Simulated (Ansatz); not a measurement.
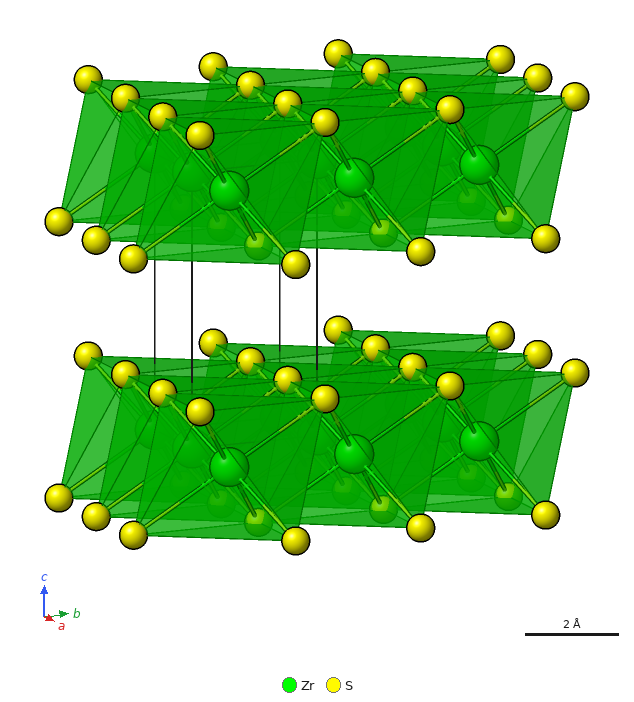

The starting structure (polyhedral view of the cell of the calculation, repeated 2 × 2 × 1, seen slightly off an axis; polyhedra are completed across the faces of the cell). An atom can appear more than once, as a periodic image.

Run report: ZrS2, geometry relaxation

- system: ZrS2 (P-3m1, 3 atoms in the cell)
- method: DFT PBE+D3(BJ), scalar-relativistic, plane waves, PAW, no spin polarisation (Ansatz 0.2.0)

The structure derives from a Materials Project entry. It belongs to a series of runs on one base structure; here: the database's cell, atoms relaxed.

Output
```
Warning: output.stress: scf.convergence.dr2_threshold = 1e-7 eV (the SCF's general default) is looser than the 3e-10 eV advised for a printed stress (1e-10 eV for each atom of the cell: 3). What an SCF threshold leaves in a stress goes as its square root, and in the free energy as the threshold itself, and one threshold admits the most on a small cell: of the crystals measured, under no hybrid functional and no lock of the moments, on runs that ended without the residual-converged pass, on stresses that held no estimate of that error, the worst erred by over 100 MPa in a component at 1e-7 eV an atom and by under 5 at 1e-10. Every solve of this run answers to scf.convergence.dr2_threshold, and the tensor of one is reported: a single SCF on the reported geometry and on this run's grids (its basis.xc_grid and basis.ecutrho_ratio typed), with scf.convergence.dr2_threshold at 3e-10 eV or tighter, prints it and tightens no other solve. Else set scf.convergence.dr2_threshold to 3e-10 eV or tighter. The threshold is an SCF's pass mark: one that does not reach it within its budget of iterations ends unconverged, or closes short of it on a stop that the run arms, and scf.convergence.dr2_threshold's page says what that costs each kind of run
Engine: ansatz 0.2.0, aarch64-unknown-linux-gnu
Pseudopotentials: kind: paw
Pseudopotential: Zr, paw, valence charge 12, recommended cutoff 420 eV (normal), Zr.paw.azcp
Pseudopotential: S, paw, valence charge 6, recommended cutoff 420 eV (normal), S.paw.azcp
Functional definition: PBE
  parameter kappa = 0.804
  parameter beta = 0.06672455060314922
  exchange = pbe_x(kappa = kappa, mu = beta*pi^2/3)
  correlation = pbe_c(beta = beta)
Crystal: 3 atoms, lattice volume = 71.289 Å³
Basis set: ecut = 420 eV, 1389 PW (Γ), exchange–correlation on 50×50×90 points (8 copies of the dense FFT grid, shifted against one another)
Bands: 16, of which v1, the nominal top of the filled ones, is band 12 counted from 1 (11 counted from 0)
Symmetry: 12 space group operations
Space group: P-3m1 (ITA 164), of the structure as read, at distance tolerance 4.1e-5 Å
k-points: 100 of 864
Non-local potential: Zr, projectors of the file, l = 0: 3, l = 1: 2, l = 2: 2, l = 3: 2
Non-local potential: S, projectors of the file, l = 0: 2, l = 1: 2, l = 2: 2
PAW form: soft (Blöchl's): semilocal exchange-correlation on the pseudo side does not see the compensation charge
PAW one-centre angular grid: Zr, 590 points (default); XC on 64 Gauss nodes
PAW one-centre angular grid: S, 110 points (default); XC on 64 Gauss nodes
Initial density: superposition of atomic densities (neutral atoms: chi_scale 0, normalization atom), corrected by the library's trained network
Initial wavefunctions: pseudopotential atomic-orbital guess
Functional: x = pbe(κ = 0.804, μ = 0.2195149727645171), c = pbe(β = 0.06672455060314922)
SCF iter   1: F=—  HF=-5993.629180 eV  |F-HF|=—  |Δ(HF+E_count)|=         —  Δρ=1.28e-3  dr2=1.81e-3  ethr=1.77e-3  ⟨swp⟩=6.0  Hψ=9069  notcnv=0
preconditioner: auto → Resta (q_TF=auto, 2.276 Å⁻¹)  ε∞=6.2  [insulator: Δε(μ)=1.031 eV  Ē_g=7.720 eV  σ=0.020 eV  W_gap=1.00  n_scr=22 (ndim 8)  ℏωp=17.6 eV  f_vac=0.029  D(μ)=0.00/eV (n_scr^D=0)  ε∞_Penn≈6.2]
SCF iter   2: F=—  HF=-5993.628431 eV  |F-HF|=—  |Δ(HF+E_count)|=   7.49e-4  Δρ=6.60e-4  dr2=3.41e-4  ethr=7.55e-6  ⟨swp⟩=2.2  Hψ=3461  notcnv=0
SCF iter   3: F=—  HF=-5993.628640 eV  |F-HF|=—  |Δ(HF+E_count)|=   2.08e-4  Δρ=1.81e-4  dr2=2.44e-5  ethr=1.42e-6  ⟨swp⟩=2.0  Hψ=2232  notcnv=0
SCF iter   4: F=—  HF=-5993.628665 eV  |F-HF|=—  |Δ(HF+E_count)|=   2.59e-5  Δρ=5.63e-5  dr2=3.38e-6  ethr=1.02e-7  ⟨swp⟩=2.0  Hψ=2156  notcnv=0
iter 5 did not close the SCF: its close was put off for the readings that it lacked (scf_convergence_deferred on its scf_iter line)
SCF iter   5: F=-5993.628669 eV  HF=-5993.628668 eV  |F-HF|=1.24e-7  |Δ(HF+E_count)|=   2.99e-6  Δρ=1.27e-5  dr2=2.06e-7  ethr=1.41e-8  ⟨swp⟩=2.0  Hψ=2304  notcnv=0
SCF iter   6: F=-5993.628669 eV  HF=-5993.628669 eV  |F-HF|=5.82e-11  |Δ(HF+E_count)|=   2.01e-7  Δρ=4.36e-6  dr2=2.75e-8  ethr=8.57e-10  ⟨swp⟩=6.9  Hψ=10110  notcnv=0
SCF 1 converged in 6 iterations: F = -5993.628669 eV  dr2 = 2.75e-8
  greatest PAW one-centre occupation: 0.995 electrons in one spin orbital (limit 2), on the Zr atom at site 0 (counted from 0), in its partial waves of l = 0
relax step   1: F+E_penalty+E_count = -5993.62866862 eV  Δ(F+E_penalty+E_count) = +0.000e0 eV  max|allowed force component| = 5.809e-2 eV/Å  Δτ_max = 0.0000 Å  (6 SCF iters, dr2 threshold 2.50e-6 eV, accepted)
Initial density: handed on by an earlier stage of this run
Initial wavefunctions: those handed on with the density
iter 1 solved again at ethr=6.66e-7 eV; its pass at ethr=3.10e-3 eV (dr2=1.60e-4 eV) is discarded
SCF iter   1: F=—  HF=-5993.628513 eV  |F-HF|=—  |Δ(HF+E_count)|=         —  Δρ=3.86e-4  dr2=1.66e-4  ethr=6.66e-7  ⟨swp⟩=2.0  Hψ=6600  notcnv=0
preconditioner: auto → Resta (q_TF=auto, 2.276 Å⁻¹)  ε∞=6.2  [insulator: Δε(μ)=1.008 eV  Ē_g=7.704 eV  σ=0.020 eV  W_gap=1.00  n_scr=22 (ndim 8)  ℏωp=17.6 eV  f_vac=0.028  D(μ)=0.00/eV (n_scr^D=0)  ε∞_Penn≈6.2]
SCF iter   2: F=—  HF=-5993.628502 eV  |F-HF|=—  |Δ(HF+E_count)|=   1.11e-5  Δρ=2.00e-4  dr2=3.24e-5  ethr=6.66e-7  ⟨swp⟩=2.4  Hψ=1997  notcnv=0
SCF iter   3: F=—  HF=-5993.628496 eV  |F-HF|=—  |Δ(HF+E_count)|=   5.90e-6  Δρ=8.09e-5  dr2=7.05e-6  ethr=1.35e-7  ⟨swp⟩=2.3  Hψ=2442  notcnv=0
SCF iter   4: F=—  HF=-5993.628496 eV  |F-HF|=—  |Δ(HF+E_count)|=   4.71e-7  Δρ=1.83e-5  dr2=3.68e-7  ethr=2.94e-8  ⟨swp⟩=2.8  Hψ=2663  notcnv=0
SCF iter   5: F=-5993.628496 eV  HF=-5993.628496 eV  |F-HF|=1.11e-8  |Δ(HF+E_count)|=   1.78e-7  Δρ=3.33e-6  dr2=1.00e-8  ethr=8.79e-10  ⟨swp⟩=9.5  Hψ=10462  notcnv=0
SCF 2 converged in 5 iterations: F = -5993.628496 eV  dr2 = 1.00e-8
relax step   2: F+E_penalty+E_count = -5993.62849614 eV  Δ(F+E_penalty+E_count) = +1.725e-4 eV  max|allowed force component| = 7.245e-2 eV/Å  Δτ_max = 0.0118 Å  (5 SCF iters, dr2 threshold 2.11e-7 eV, rejected (line search))
SCF iter   1: F=—  HF=-5993.628709 eV  |F-HF|=—  |Δ(HF+E_count)|=         —  Δρ=3.83e-4  dr2=1.60e-4  ethr=6.93e-6  ⟨swp⟩=3.6  Hψ=5356  notcnv=0
preconditioner: auto → Resta (q_TF=auto, 2.276 Å⁻¹)  ε∞=6.2  [insulator: Δε(μ)=1.038 eV  Ē_g=7.723 eV  σ=0.020 eV  W_gap=1.00  n_scr=22 (ndim 8)  ℏωp=17.6 eV  f_vac=0.030  D(μ)=0.00/eV (n_scr^D=0)  ε∞_Penn≈6.2]
SCF iter   2: F=—  HF=-5993.628681 eV  |F-HF|=—  |Δ(HF+E_count)|=   2.79e-5  Δρ=2.01e-4  dr2=3.32e-5  ethr=6.65e-7  ⟨swp⟩=1.0  Hψ=2400  notcnv=0
SCF iter   3: F=—  HF=-5993.628669 eV  |F-HF|=—  |Δ(HF+E_count)|=   1.23e-5  Δρ=7.38e-5  dr2=5.66e-6  ethr=1.38e-7  ⟨swp⟩=2.1  Hψ=2410  notcnv=0
SCF iter   4: F=—  HF=-5993.628668 eV  |F-HF|=—  |Δ(HF+E_count)|=   2.97e-7  Δρ=1.78e-5  dr2=3.55e-7  ethr=2.36e-8  ⟨swp⟩=2.8  Hψ=2665  notcnv=0
SCF iter   5: F=-5993.628669 eV  HF=-5993.628669 eV  |F-HF|=1.18e-8  |Δ(HF+E_count)|=   1.62e-7  Δρ=3.24e-6  dr2=8.83e-9  ethr=4.17e-10  ⟨swp⟩=9.0  Hψ=10093  notcnv=0
SCF 3 converged in 5 iterations: F = -5993.628669 eV  dr2 = 8.83e-9
relax step   3: F+E_penalty+E_count = -5993.62866863 eV  Δ(F+E_penalty+E_count) = -1.644e-8 eV  max|allowed force component| = 5.807e-2 eV/Å  Δτ_max = 0.0000 Å  (5 SCF iters, accepted)
SCF iter   1: F=—  HF=-5993.628514 eV  |F-HF|=—  |Δ(HF+E_count)|=         —  Δρ=3.85e-4  dr2=1.65e-4  ethr=6.65e-6  ⟨swp⟩=3.8  Hψ=5539  notcnv=0
SCF iter   2: F=—  HF=-5993.628503 eV  |F-HF|=—  |Δ(HF+E_count)|=   1.10e-5  Δρ=2.00e-4  dr2=3.24e-5  ethr=6.86e-7  ⟨swp⟩=1.0  Hψ=2400  notcnv=0
SCF iter   3: F=—  HF=-5993.628497 eV  |F-HF|=—  |Δ(HF+E_count)|=   5.96e-6  Δρ=7.95e-5  dr2=6.58e-6  ethr=1.35e-7  ⟨swp⟩=2.1  Hψ=2410  notcnv=0
SCF iter   4: F=—  HF=-5993.628496 eV  |F-HF|=—  |Δ(HF+E_count)|=   4.45e-7  Δρ=1.83e-5  dr2=3.43e-7  ethr=2.74e-8  ⟨swp⟩=2.8  Hψ=2672  notcnv=0
SCF iter   5: F=-5993.628497 eV  HF=-5993.628497 eV  |F-HF|=1.07e-8  |Δ(HF+E_count)|=   1.77e-7  Δρ=3.23e-6  dr2=1.02e-8  ethr=8.78e-10  ⟨swp⟩=9.2  Hψ=10023  notcnv=0
SCF 4 converged in 5 iterations: F = -5993.628497 eV  dr2 = 1.02e-8
relax step   4: F+E_penalty+E_count = -5993.62849669 eV  Δ(F+E_penalty+E_count) = +1.719e-4 eV  max|allowed force component| = 7.241e-2 eV/Å  Δτ_max = 0.0118 Å  (5 SCF iters, dr2 threshold 2.11e-7 eV, rejected (line search))
SCF iter   1: F=—  HF=-5993.628980 eV  |F-HF|=—  |Δ(HF+E_count)|=         —  Δρ=2.15e-4  dr2=5.02e-5  ethr=2.15e-6  ⟨swp⟩=3.6  Hψ=5073  notcnv=0
preconditioner: auto → Resta (q_TF=auto, 2.276 Å⁻¹)  ε∞=6.2  [insulator: Δε(μ)=1.024 eV  Ē_g=7.713 eV  σ=0.020 eV  W_gap=1.00  n_scr=22 (ndim 8)  ℏωp=17.6 eV  f_vac=0.029  D(μ)=0.00/eV (n_scr^D=0)  ε∞_Penn≈6.2]
SCF iter   2: F=—  HF=-5993.628975 eV  |F-HF|=—  |Δ(HF+E_count)|=   4.94e-6  Δρ=1.13e-4  dr2=1.03e-5  ethr=2.09e-7  ⟨swp⟩=1.0  Hψ=2400  notcnv=0
SCF iter   3: F=—  HF=-5993.628973 eV  |F-HF|=—  |Δ(HF+E_count)|=   1.96e-6  Δρ=4.19e-5  dr2=1.82e-6  ethr=4.31e-8  ⟨swp⟩=2.1  Hψ=2410  notcnv=0
SCF iter   4: F=—  HF=-5993.628973 eV  |F-HF|=—  |Δ(HF+E_count)|=   1.13e-7  Δρ=9.98e-6  dr2=1.09e-7  ethr=7.57e-9  ⟨swp⟩=2.9  Hψ=2679  notcnv=0
SCF iter   5: F=-5993.628973 eV  HF=-5993.628973 eV  |F-HF|=3.73e-9  |Δ(HF+E_count)|=   5.01e-8  Δρ=1.81e-6  dr2=2.69e-9  ethr=4.17e-10  ⟨swp⟩=8.0  Hψ=9154  notcnv=0
SCF 5 converged in 5 iterations: F = -5993.628973 eV  dr2 = 2.69e-9
relax step   5: F+E_penalty+E_count = -5993.62897301 eV  Δ(F+E_penalty+E_count) = -3.044e-4 eV  max|allowed force component| = 4.664e-4 eV/Å  Δτ_max = 0.0052 Å  (5 SCF iters, accepted)
```

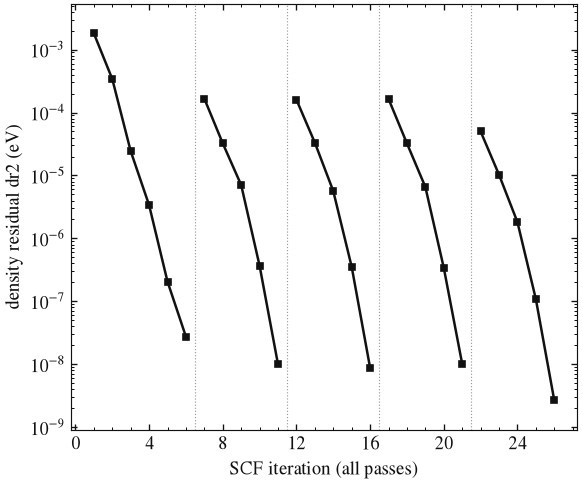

Convergence of the self-consistent field: density residual dr2 against the SCF iteration. The dotted lines part the SCF passes of the relaxation: geometry steps, rejected trials and re-solves on a re-selected basis. The 5 passes take 5 to 6 iterations each, 26 in all.

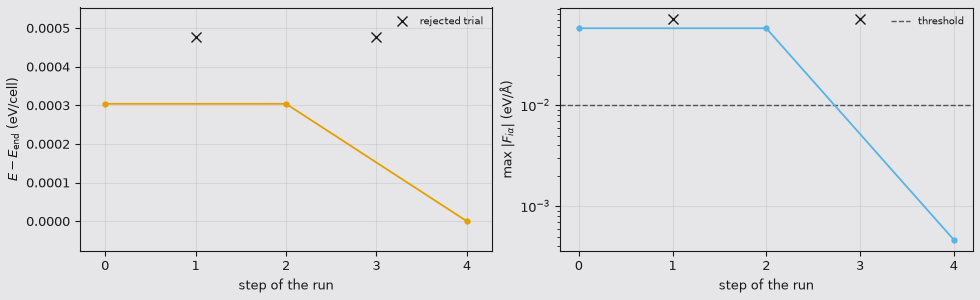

Progress of the relaxation, step by step (the first geometry is step 0 here and step 1 in the log). The largest moves, 0.005 Å, are those of S2 and S3. Zr stays in place. The cell doesn't change. The space group stays P-3m1 (No. 164). After 4 geometry steps the energy has fallen by 0.3 meV per cell of the calculation. Largest force component: 0.058 eV/Å at the start, 0.00047 eV/Å at the end. The line search rejected the trial steps at points 1, 3 (counted from 0) and went back. (Atoms are counted from 1 in the order of the input.)

```
SCF converged after 5 iterations
Free energy (F): -5993.628973 eV
Harris-Foulkes:  -5993.628973 eV  (|F-HF|=3.73e-9)
Internal energy: -5993.628973 eV  (E = F + TS)
E sigma→0 (E₀):  -5993.628973 eV
Fermi energy:    6.941590 eV
--- Per-component energies (eV) ---
  E_band       = -178.881450
  E_kinetic    = 545.799443
  E_local      = -1380.570775  (includes V_loc(G=0)·N_el)
  E_nonlocal   = 134.536282
  E_hartree    = 488.520079
  E_xc         = -356.558091
  E_vxc        = -366.535817  (∫ρ·V_xc dr)
  E_paw        = -4153.783485  (= ΣΔE_a)
  E_vpaw       = -89.151120  (= ΣTr[D̂ρ^β])
  E_aug_tail   = 0.000027  (compensation charges beyond the density's cutoff)
  E_ewald      = -1270.581068
  E_disp       = -0.991386  (pairwise vdW)
  E_smearing   = -0.000000  (= −TS)
  E_closure    = -0.000000  (closes the sum)
  Σ components = -5993.628973   (vs F -5993.628973, Δ=0.00e0)
--- Forces (eV/Å), atoms counted from 1 ---
  atom   1  Zr     0.00000000     0.00000000     0.00000000
  atom   2  S      0.00000000     0.00000000    -0.00046645
  atom   3  S      0.00000000    -0.00000000     0.00046645
  max |Σ_I F_I| component: 5.42e-20 eV/Å
--- Stress (GPa, compression-positive) ---
       -2.486890       0.000000       0.000000
        0.000000      -2.486890       0.000000
        0.000000       0.000000      -1.557446
  P = ⅓ Tr σ = -2.1771 GPa (-21.771 kbar)
--- Band table (eV; the first three rows and the last of 100) ---
  k-point 0: bands = ["-42.5518", "-20.6067", "-20.4615", "-20.4615", "-6.1279", "-4.7405", "2.2367", "3.6862", "3.6862", "6.3490", "6.3490", "6.3912", "8.0271", "8.0271", "8.8496", "11.4098"]
  k-point 1: bands = ["-42.5518", "-20.6068", "-20.4615", "-20.4615", "-6.0878", "-4.8061", "2.4062", "3.6931", "3.6931", "6.0184", "6.3239", "6.3239", "8.0207", "8.0207", "8.9723", "11.4790"]
  k-point 2: bands = ["-42.5518", "-20.6069", "-20.4615", "-20.4615", "-5.9945", "-4.9490", "2.8299", "3.7071", "3.7071", "5.2850", "6.2744", "6.2744", "8.0077", "8.0077", "9.1217", "11.6231"]
  k-point 99: bands = ["-42.5323", "-20.6297", "-20.6297", "-20.5464", "-4.8969", "-4.8969", "3.0576", "3.0576", "3.4113", "4.5862", "4.6917", "4.6917", "8.7381", "9.3587", "9.3587", "11.9319"]
--- Relaxed structure (5 steps of the walk, 3 accepted, 0 SCFs on fresh bases) ---
  F+E_penalty+E_count = -5993.62897301 eV   max|allowed force component| = 4.664e-4 eV/Å
  atoms:
    - { symbol: Zr, position: [0.0, 0.0, 0.0] }
    - { symbol: S, position: [0.6666666666666666, 0.3333333333333333, 0.761228540804252] }
    - { symbol: S, position: [0.3333333333333333, 0.6666666666666666, 0.2387714591957479] }
```

Trajectory as extended XYZ (Å, eV, eV/Å), 5 frames, from step=1 to step=5
```
3
Lattice="3.6914 0.0000 0.0000 -1.8457 3.1968 0.0000 0.0000 0.0000 6.0411" Properties=species:S:1:pos:R:3:forces:R:3 step=1 energy=-5993.62867
Zr    0.0000    0.0000    0.0000    0.0000   0.0000   0.0000
S     1.8457    1.0656    4.6038    0.0000   0.0000  -0.0581
S     0.0000    2.1312    1.4372    0.0000   0.0000   0.0581
3
Lattice="3.6914 0.0000 0.0000 -1.8457 3.1968 0.0000 0.0000 0.0000 6.0411" Properties=species:S:1:pos:R:3:forces:R:3 step=2 energy=-5993.62850 accepted=F
Zr    0.0000    0.0000    0.0000    0.0000   0.0000   0.0000
S     1.8457    1.0656    4.5920    0.0000   0.0000   0.0725
S     0.0000    2.1312    1.4491    0.0000   0.0000  -0.0725
3
Lattice="3.6914 0.0000 0.0000 -1.8457 3.1968 0.0000 0.0000 0.0000 6.0411" Properties=species:S:1:pos:R:3:forces:R:3 step=3 energy=-5993.62867
Zr    0.0000    0.0000    0.0000    0.0000   0.0000   0.0000
S     1.8457    1.0656    4.6038    0.0000   0.0000  -0.0581
S     0.0000    2.1312    1.4372    0.0000   0.0000   0.0581
3
Lattice="3.6914 0.0000 0.0000 -1.8457 3.1968 0.0000 0.0000 0.0000 6.0411" Properties=species:S:1:pos:R:3:forces:R:3 step=4 energy=-5993.62850 accepted=F
Zr    0.0000    0.0000    0.0000    0.0000   0.0000   0.0000
S     1.8457    1.0656    4.5920    0.0000   0.0000   0.0724
S     0.0000    2.1312    1.4491    0.0000   0.0000  -0.0724
3
Lattice="3.6914 0.0000 0.0000 -1.8457 3.1968 0.0000 0.0000 0.0000 6.0411" Properties=species:S:1:pos:R:3:forces:R:3 step=5 energy=-5993.62897
Zr    0.0000    0.0000    0.0000    0.0000   0.0000   0.0000
S     1.8457    1.0656    4.5986    0.0000   0.0000  -0.0005
S     0.0000    2.1312    1.4424    0.0000   0.0000   0.0005
```

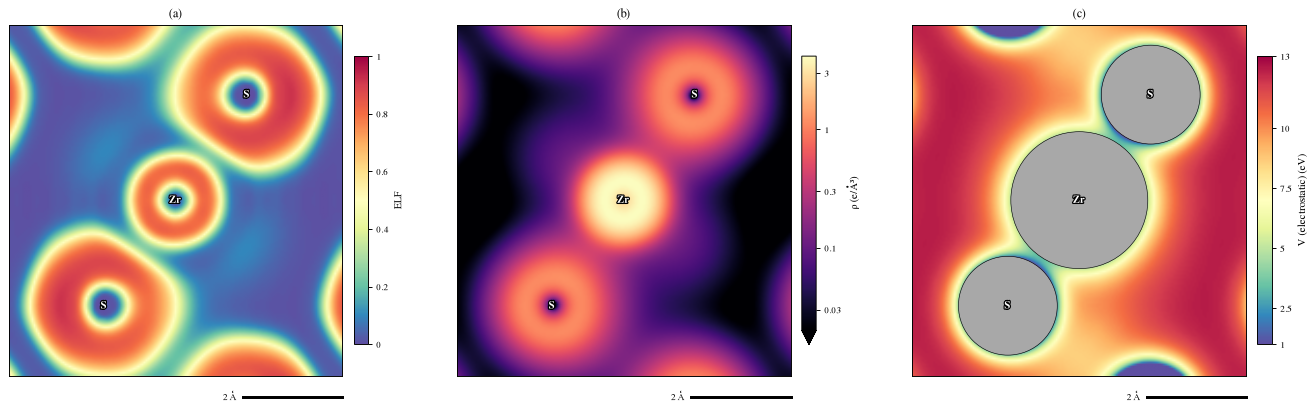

(a) electron localisation function; (b) valence pseudo-density; (c) electrostatic potential (local pseudopotential plus Hartree) felt by an electron on the (110) plane of the conventional cell. Grey discs, where drawn, cover atomic cores. The section cuts through Zr and S sites. Zr–S (2.57 Å): ρ at the midpoint is about 0.43 e/Å³; the ELF is about 0.40 at the midpoint. Away from the nuclei the density in this plane falls to 0.008 e/Å³ at its lowest. The strong features right at Zr lie inside the PAW spheres (semicore, d or f shells) and say nothing about bonding. Outside the cores the potential energy rises away from the atoms and is highest about 2.1 Å from the nearest atoms; outside the discs it spans about 11 eV, and its zero is arbitrary. Core electrons are frozen (PAW), so the fields are smoothed inside the atomic spheres.

The run was set up as follows.

Input
```yaml
crystal:
  lattice:
    - [3.6913825498, 0.0, 0.0]
    - [-1.8456912749, 3.1968310632, 0.0]
    - [0.0, 0.0, 6.04107701]
  atoms:
    - { symbol: Zr, position: [0.0, 0.0, 0.0] }
    - { symbol: S, position: [0.66666667, 0.33333333, 0.76209003] }
    - { symbol: S, position: [0.33333333, 0.66666667, 0.23790997] }
basis:
  ecutwfc: 420
kpoints:
  mp_grid: { grid: [12, 12, 6] }
hamiltonian:
  xc: pbe
  dispersion: d3bj
scf:
  occupations: { method: gaussian, width: 0.02 }
output:
  forces: true
  stress: true
  eigenvalues: true
  write_density: true
  write_potential: true
  elf: true
  volumetric_format: npy
relax:
  adjacent_minimum: "off"
  f_tol: 0.01
  max_steps: 40
```

Command:
```bash
ansatz run input.yaml --threads 1 --pin off --max-ram 2560MiB --backend cpu --events-out ev --progress --plain --runs-dir out
```

Results in brief

- outcome: converged
- space group (tolerance 0.01 Å): P-3m1 (164)
- electrons treated: 24
- free energy: −5993.6290 eV
- Fermi energy: 6.942 eV
- gap on the k-point mesh: 1.03 eV
- pressure: −2.18 GPa
- final volume: 71.29 Å³
- largest force (length of the vector) at the end: under 0.001 eV/Å
- final cell: a = 3.691 Å, b = 3.691 Å, c = 6.041 Å, α = 90.00°, β = 90.00°, γ = 120.00°
- hardware: 1 thread of Arm Neoverse V1, 24 GiB of memory available, shared host
- wall time: 36 s
- peak memory: 0.41 GiB

The program warns: the SCF threshold is looser than advised for the printed stress.
